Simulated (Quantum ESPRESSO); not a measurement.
## Sr: relaxation of cell and atoms (part 1 of 3)

- system: Sr (P-1, 1 atom in the cell)
- method: Kohn-Sham DFT of a periodic cell, PBE, PseudoDojo 0.4 SR PBEsol stringent, no spin polarisation (Quantum ESPRESSO 7.5)

The structure derives from an entry of the Crystallography Open Database.

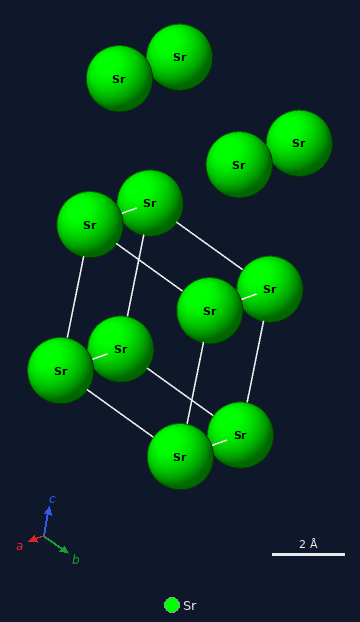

Fig. 1: The input geometry (spheres-only view of the cell of the calculation, set on other vectors, repeated 1 × 1 × 2, seen slightly off an axis). An atom can appear more than once, as a periodic image.

**The input**
```
&CONTROL
  calculation = 'vc-relax'
  prefix = 'pwscf'
  outdir = './tmp'
  pseudo_dir = './pseudo'
  tprnfor = .true.
  tstress = .true.
  disk_io = 'low'
  nstep = 40
  forc_conv_thr = 0.0004
  etot_conv_thr = 1d-05
/
&SYSTEM
  ibrav = 0
  nat = 1
  ntyp = 1
  ecutwfc = 68
  nbnd = 10
  input_dft = 'pbe'
  occupations = 'smearing'
  smearing = 'fd'
  degauss = 0.00367493
/
&ELECTRONS
  conv_thr = 2d-10
  electron_maxstep = 120
  mixing_beta = 0.5
/
&IONS
  ion_dynamics = 'bfgs'
/
&CELL
  cell_dynamics = 'bfgs'
  press = 0
  press_conv_thr = 0.3
/
ATOMIC_SPECIES
Sr    87.6200 Sr.upf
CELL_PARAMETERS angstrom
   0.0902520800    3.0260215600    2.9606415800
   3.3124751500    0.1108966500    2.9399970100
   3.3155277900    3.0084296400    0.1078440000
ATOMIC_POSITIONS crystal
Sr     0.0000000000    0.0000000000    0.0000000000
K_POINTS automatic
4 4 4 0 0 0
```

Machine: 1 thread of AMD EPYC (Zen 5), 16 GiB of memory available, shared host.

Command:
```bash
OMP_NUM_THREADS=1 pw.x -in pw.in > pw.out
```

**Output**
```
This program is part of the open-source Quantum ESPRESSO suite
     for quantum simulation of materials; please cite
         "P. Giannozzi et al., J. Phys.:Condens. Matter 21 395502 (2009);
         "P. Giannozzi et al., J. Phys.:Condens. Matter 29 465901 (2017);
         "P. Giannozzi et al., J. Chem. Phys. 152 154105 (2020);
          URL
     in publications or presentations arising from this work. More details at

     IMPORTANT: XC functional enforced from input :
     Exchange-correlation= PBE
                           (   1   4   3   4   0   0   0)
     Any further DFT definition will be discarded
     Please, verify this is what you really want

     Message from routine setup:
     using ibrav=0 with symmetry is DISCOURAGED, use correct ibrav instead

     G-vector sticks info
     --------------------
     sticks:   dense  smooth     PW     G-vecs:    dense   smooth      PW
     Sum        1255    1255    371                28633    28633    4657

     Using Slab Decomposition

     bravais-lattice index     =            0
     lattice parameter (alat)  =       8.0019  a.u.
     unit-cell volume          =     378.1339 (a.u.)^3
     number of atoms/cell      =            1
     number of atomic types    =            1
     number of electrons       =        10.00
     number of Kohn-Sham states=           10
     kinetic-energy cutoff     =      68.0000  Ry
     charge density cutoff     =     272.0000  Ry
     scf convergence threshold =      2.0E-10
     mixing beta               =       0.5000
     number of iterations used =            8  plain     mixing
     energy convergence thresh.=      1.0E-05
     force convergence thresh. =      4.0E-04
     press convergence thresh. =      3.0E-01
     Exchange-correlation= PBE
                           (   1   4   3   4   0   0   0)
     nstep                     =           40

     celldm(1)=   8.001903  celldm(2)=   0.000000  celldm(3)=   0.000000
     celldm(4)=   0.000000  celldm(5)=   0.000000  celldm(6)=   0.000000

     crystal axes: (cart. coord. in units of alat)
               a(1) = (   0.021314   0.714624   0.699184 )
               a(2) = (   0.782273   0.026189   0.694309 )
               a(3) = (   0.782994   0.710470   0.025468 )

     reciprocal axes: (cart. coord. in units 2 pi/alat)
               b(1) = ( -0.667490  0.709627  0.725289 )
               b(2) = (  0.648426 -0.741059  0.737658 )
               b(3) = (  0.647491  0.721060 -0.756722 )

     PseudoPot. # 1 for Sr read from file:
     Sr.upf
     Pseudo is Norm-conserving + core correction, Zval = 10.0
     Generated using ONCVPSP code by D. R. Hamann
     Using radial grid of 1834 points,  6 beta functions with:
                l(1) =   0
                l(2) =   0
                l(3) =   1
                l(4) =   1
                l(5) =   2
                l(6) =   2

     atomic species   valence    mass     pseudopotential
     Sr               10.00    87.62000     Sr( 1.00)

      2 Sym. Ops., with inversion, found

   Cartesian axes

     site n.     atom                  positions (alat units)
         1        Sr     tau(   1) = (   0.0000000   0.0000000   0.0000000  )

     number of k points=    36  Fermi-Dirac smearing, width (Ry)=  0.0037
                       cart. coord. in units 2pi/alat
        k(    1) = (   0.0000000   0.0000000   0.0000000), wk =   0.0312500
        k(    2) = (   0.1618726   0.1802651  -0.1891804), wk =   0.0625000
        k(    3) = (  -0.3237453  -0.3605302   0.3783608), wk =   0.0312500
        k(    4) = (   0.1621064  -0.1852649   0.1844144), wk =   0.0625000
        k(    5) = (   0.3239791  -0.0049998  -0.0047660), wk =   0.0625000
        k(    6) = (  -0.1616389  -0.5457951   0.5627753), wk =   0.0625000
        k(    7) = (   0.0002338  -0.3655300   0.3735949), wk =   0.0625000
        k(    8) = (  -0.3242128   0.3705297  -0.3688289), wk =   0.0312500
        k(    9) = (  -0.1623402   0.5507948  -0.5580093), wk =   0.0625000
        k(   10) = (  -0.6479581   0.0099995   0.0095320), wk =   0.0312500
        k(   11) = (  -0.1668724   0.1774067   0.1813223), wk =   0.0625000
        k(   12) = (  -0.0049998   0.3576718  -0.0078582), wk =   0.0625000
        k(   13) = (  -0.4906177  -0.1831235   0.5596831), wk =   0.0625000
        k(   14) = (  -0.3287450  -0.0028584   0.3705027), wk =   0.0625000
        k(   15) = (  -0.0047660  -0.0078582   0.3657367), wk =   0.0625000
        k(   16) = (   0.1571066   0.1724069   0.1765563), wk =   0.0625000
        k(   17) = (  -0.3285113  -0.3683884   0.7440975), wk =   0.0625000
        k(   18) = (  -0.1666386  -0.1881233   0.5549171), wk =   0.0625000
        k(   19) = (  -0.4910852   0.5479364  -0.1875066), wk =   0.0625000
        k(   20) = (  -0.3292126   0.7282015  -0.3766870), wk =   0.0625000
        k(   21) = (  -0.8148305   0.1874062   0.1908542), wk =   0.0625000
        k(   22) = (  -0.6529579   0.3676713   0.0016738), wk =   0.0625000
        k(   23) = (  -0.3289788   0.3626716  -0.0030922), wk =   0.0625000
        k(   24) = (  -0.1671062   0.5429367  -0.1922726), wk =   0.0625000
        k(   25) = (  -0.6527241   0.0021414   0.3752687), wk =   0.0625000
        k(   26) = (  -0.4908515   0.1824065   0.1860882), wk =   0.0625000
        k(   27) = (   0.3337448  -0.3548134  -0.3626445), wk =   0.0312500
        k(   28) = (   0.4956174  -0.1745483  -0.5518249), wk =   0.0625000
        k(   29) = (   0.0099995  -0.7153436   0.0157163), wk =   0.0312500
        k(   30) = (   0.4958512  -0.5400783  -0.1782301), wk =   0.0625000
        k(   31) = (   0.6577239  -0.3598132  -0.3674105), wk =   0.0625000
        k(   32) = (   0.1721060  -0.9006085   0.2001308), wk =   0.0625000
        k(   33) = (   0.3339786  -0.7203434   0.0109504), wk =   0.0625000
        k(   34) = (   0.0095320   0.0157163  -0.7314734), wk =   0.0312500
        k(   35) = (   0.1714046   0.1959814  -0.9206538), wk =   0.0625000
        k(   36) = (  -0.3142133  -0.3448139  -0.3531125), wk =   0.0312500

     Dense  grid:    28633 G-vectors     FFT dimensions: (  45,  45,  45)

     Initial potential from superposition of free atoms

     starting charge       9.9922, renormalised to      10.0000
     Starting wfcs are    5 randomized atomic wfcs +    5 random wfcs

     Self-consistent Calculation

     iteration #  1     ecut=    68.00 Ry     beta= 0.50
     Davidson diagonalization with overlap
     ethr =  1.00E-02,  avg # of iterations =  8.0

     Threshold (ethr) on eigenvalues was too large:
     Diagonalizing with lowered threshold

     Davidson diagonalization with overlap
     c_bands:  1 eigenvalues not converged
     c_bands:  2 eigenvalues not converged
     ethr =  1.69E-05,  avg # of iterations = 10.2

     total energy              =     -68.56279377 Ry
     estimated scf accuracy    <       0.00158265 Ry

     iteration #  2     ecut=    68.00 Ry     beta= 0.50
     Davidson diagonalization with overlap
     ethr =  1.58E-05,  avg # of iterations =  1.5

     total energy              =     -68.56293234 Ry
     estimated scf accuracy    <       0.00041083 Ry

     iteration #  3     ecut=    68.00 Ry     beta= 0.50
     Davidson diagonalization with overlap
     ethr =  4.11E-06,  avg # of iterations =  1.8

     total energy              =     -68.56294645 Ry
     estimated scf accuracy    <       0.00000198 Ry

     iteration #  4     ecut=    68.00 Ry     beta= 0.50
     Davidson diagonalization with overlap
     ethr =  1.98E-08,  avg # of iterations =  4.0

     total energy              =     -68.56294740 Ry
     estimated scf accuracy    <       0.00000025 Ry

     iteration #  5     ecut=    68.00 Ry     beta= 0.50
     Davidson diagonalization with overlap
     ethr =  2.50E-09,  avg # of iterations =  2.0

     total energy              =     -68.56294742 Ry
     estimated scf accuracy    <       0.00000002 Ry

     iteration #  6     ecut=    68.00 Ry     beta= 0.50
     Davidson diagonalization with overlap
     ethr =  1.61E-10,  avg # of iterations =  1.8

     total energy              =     -68.56294742 Ry
     estimated scf accuracy    <          3.7E-10 Ry

     iteration #  7     ecut=    68.00 Ry     beta= 0.50
     Davidson diagonalization with overlap
     ethr =  3.70E-12,  avg # of iterations =  3.8

     End of self-consistent calculation

          k = 0.0000 0.0000 0.0000 (  3559 PWs)   bands (ev):

   -31.7246 -13.5956 -13.5832 -13.5763   1.3730   6.9096   7.4039   7.7536
     8.2388   9.2175

          k = 0.1619 0.1803-0.1892 (  3589 PWs)   bands (ev):

   -31.7169 -13.6876 -13.6134 -13.5866   2.3368   6.3378   7.2445   7.6824
     8.4853   8.7472

          k =-0.3237-0.3605 0.3784 (  3582 PWs)   bands (ev):

   -31.7091 -13.7927 -13.6340 -13.5897   3.9684   5.1284   6.9256   7.3660
     9.3988   9.9003

          k = 0.1621-0.1853 0.1844 (  3585 PWs)   bands (ev):

   -31.7169 -13.6884 -13.6115 -13.5873   2.3380   6.3404   7.1798   7.7530
     8.4795   8.7498

          k = 0.3240-0.0050-0.0048 (  3584 PWs)   bands (ev):

   -31.7184 -13.6768 -13.6062 -13.5976   2.4363   6.1015   6.6711   8.1014
     8.4401   9.5119

          k =-0.1616-0.5458 0.5628 (  3579 PWs)   bands (ev):

   -31.7106 -13.7305 -13.6710 -13.6094   4.0456   5.5178   6.0150   8.0867
     9.4890   9.6394

          k = 0.0002-0.3655 0.3736 (  3588 PWs)   bands (ev):

   -31.7091 -13.7683 -13.6575 -13.5908   3.8728   5.5693   6.2735   7.7692
     8.6798  10.2472

          k =-0.3242 0.3705-0.3688 (  3602 PWs)   bands (ev):

   -31.7092 -13.7930 -13.6313 -13.5915   3.9714   5.1314   6.8476   7.4373
     9.5041   9.8210

          k =-0.1623 0.5508-0.5580 (  3589 PWs)   bands (ev):

   -31.7106 -13.7303 -13.6700 -13.6103   4.0474   5.5197   6.0094   8.0853
     9.4981   9.7194

          k =-0.6480 0.0100 0.0095 (  3582 PWs)   bands (ev):

   -31.7121 -13.7552 -13.6292 -13.6183   4.1542   5.4309   5.5149   9.8225
     9.9528  10.0842

          k =-0.1669 0.1774 0.1813 (  3566 PWs)   bands (ev):

   -31.7183 -13.6789 -13.6095 -13.5847   2.3094   6.2793   6.9478   8.0485
     8.4076   8.9314

          k =-0.0050 0.3577-0.0079 (  3588 PWs)   bands (ev):

   -31.7146 -13.6811 -13.6290 -13.6174   2.6589   6.1817   7.2223   7.7777
     8.0161   8.9408

          k =-0.4906-0.1831 0.5597 (  3574 PWs)   bands (ev):

   -31.7068 -13.7682 -13.6554 -13.6314   4.3458   5.3310   6.3362   7.7782
     9.1777   9.4708

          k =-0.3287-0.0029 0.3705 (  3578 PWs)   bands (ev):

   -31.7106 -13.7184 -13.6678 -13.6161   3.6521   5.9523   6.2600   7.6771
     8.3768   9.9972

          k =-0.0048-0.0079 0.3657 (  3586 PWs)   bands (ev):

   -31.7142 -13.6791 -13.6328 -13.6222   2.7120   6.1582   7.3521   7.7092
     7.9252   8.9158

          k = 0.1571 0.1724 0.1766 (  3571 PWs)   bands (ev):

   -31.7196 -13.6675 -13.6064 -13.5804   2.2340   6.0996   7.1198   7.9167
     8.6394   9.0200

          k =-0.3285-0.3684 0.7441 (  3584 PWs)   bands (ev):

   -31.7119 -13.6985 -13.6615 -13.6234   3.4911   5.9994   6.2283   7.8134
     8.4728   9.5762

          k =-0.1666-0.1881 0.5549 (  3586 PWs)   bands (ev):

   -31.7064 -13.7747 -13.6459 -13.6400   4.4155   5.2127   6.4004   7.8836
     8.8514   9.8342

          k =-0.4911 0.5479-0.1875 (  3576 PWs)   bands (ev):

   -31.7065 -13.7682 -13.6550 -13.6374   4.4069   5.2876   6.4222   7.6682
     9.1264   9.5585

          k =-0.3292 0.7282-0.3767 (  3583 PWs)   bands (ev):

   -31.7119 -13.7020 -13.6638 -13.6180   3.5376   5.9116   6.1990   7.8991
     8.4977   9.7069

          k =-0.8148 0.1874 0.1909 (  3582 PWs)   bands (ev):

   -31.7133 -13.7119 -13.6644 -13.6017   3.9170   5.3414   5.9962   8.4282
     9.3165   9.7503

          k =-0.6530 0.3677 0.0017 (  3584 PWs)   bands (ev):

   -31.7079 -13.7102 -13.6909 -13.6553   5.0756   5.2819   5.9048   7.2348
     9.7868  10.0689

          k =-0.3290 0.3627-0.0031 (  3588 PWs)   bands (ev):

   -31.7106 -13.7158 -13.6656 -13.6200   3.6100   6.0484   6.2804   7.5780
     8.3499   9.8824

          k =-0.1671 0.5429-0.1923 (  3592 PWs)   bands (ev):

   -31.7069 -13.7753 -13.6409 -13.6383   4.3611   5.2604   6.2998   7.9792
     8.9364   9.7469

          k =-0.6527 0.0021 0.3753 (  3586 PWs)   bands (ev):

   -31.7083 -13.7082 -13.6884 -13.6547   5.1013   5.3039   5.7983   7.3046
     9.6849   9.9616

          k =-0.4909 0.1824 0.1861 (  3588 PWs)   bands (ev):

   -31.7120 -13.7410 -13.6493 -13.6058   4.0517   5.3745   5.9141   8.4439
     9.1340   9.9094

          k = 0.3337-0.3548-0.3626 (  3556 PWs)   bands (ev):

   -31.7120 -13.7676 -13.6279 -13.5928   3.9116   5.0532   6.6022   7.7639
     9.7664   9.8667

          k = 0.4956-0.1745-0.5518 (  3570 PWs)   bands (ev):

   -31.7083 -13.7343 -13.6689 -13.6381   4.2997   5.3238   6.3318   7.7601
     9.2294   9.7778

          k = 0.0100-0.7153 0.0157 (  3574 PWs)   bands (ev):

   -31.7046 -13.7761 -13.6761 -13.6395   4.4469   5.3684   6.2195   9.3756
     9.7048   9.7656

          k = 0.4959-0.5401-0.1782 (  3571 PWs)   bands (ev):

   -31.7079 -13.7346 -13.6699 -13.6427   4.3626   5.2766   6.4191   7.6561
     9.1681   9.8470

          k = 0.6577-0.3598-0.3674 (  3562 PWs)   bands (ev):

   -31.7133 -13.7189 -13.6627 -13.5888   3.6696   5.5465   6.0687   8.1933
     8.8670  10.1294

          k = 0.1721-0.9006 0.2001 (  3577 PWs)   bands (ev):

   -31.7096 -13.7211 -13.6695 -13.6323   4.2075   5.1915   6.3772   7.9562
     9.1295   9.5645

          k = 0.3340-0.7203 0.0110 (  3570 PWs)   bands (ev):

   -31.7042 -13.7550 -13.6984 -13.6452   4.9968   5.6746   5.8481   7.0865
     9.9651  10.1069
```
